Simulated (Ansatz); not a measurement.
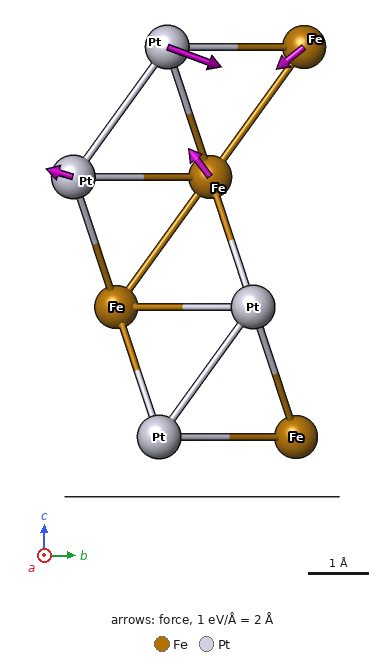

Starting geometry of a slab of composition FePt (cut from the P4/mmm phase) with the computed forces as purple arrows. Style: ball-and-stick. Shown: the 3 × 1 repeat of the cell, outlined in the plane, without the vacuum, along the a axis.

Case: clean slab, lower half held. The slab is the (1 0 1) face of FePt. 4 atoms are held fixed.

Method: Ansatz 0.2.0, DFT PBEsol, scalar-relativistic, plane waves, PAW. (plane-wave cutoff 420 eV; k-point mesh 11 × 6 × 1; occupations gaussian; smearing width 0.1 eV; collinear spin; dipole correction; atoms relaxed in a fixed cell; force threshold 0.03 eV/Å; at most 70 steps)

### What follows when this structure is relaxed?

It isn't relaxed: the largest force vector, on a Pt atom, is 0.49 eV/Å. The final displacements follow the starting forces only in part (cosine between the two patterns 0.67). After 4 geometry steps the energy has fallen by 32.7 meV per cell of the calculation. The largest force component goes from 0.46 to 0.018 eV/Å. The largest move is that of a Fe atom, 0.082 Å at 76° to the normal (−c side). By element the largest moves are Fe 0.082 Å, Pt 0.080 Å. The lattice vectors keep their values. Some distances before and after: Fe–Fe 2.687 → 2.752 Å, Fe–Fe 2.687 → 2.625 Å, Fe–Pt 2.658 → 2.606 Å, Fe–Pt 2.658 → 2.702 Å.
